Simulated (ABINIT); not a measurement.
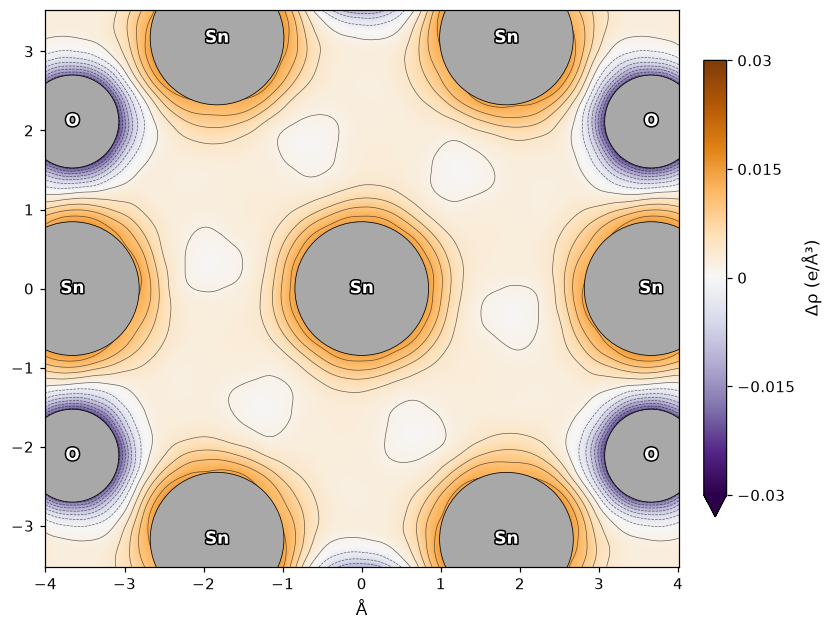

SnO₂. Difference of the valence pseudo-densities of two functionals at the same geometry, on the (111) plane of the calculation cell: LDA less PBE.

Both computed with ABINIT (plane waves, PAW), on the same k-point mesh. Grey discs cover the atomic cores.

> Where does the change of functional move the electrons?

Against PBE, LDA gives more density around Sn (+0.009 e/Å³ on average at 1.0 Å from the nucleus), less density around O (−0.009 e/Å³ on average at 0.7 Å from the nucleus) and a change of +0.007 e/Å³ at the midpoint of Sn–O.
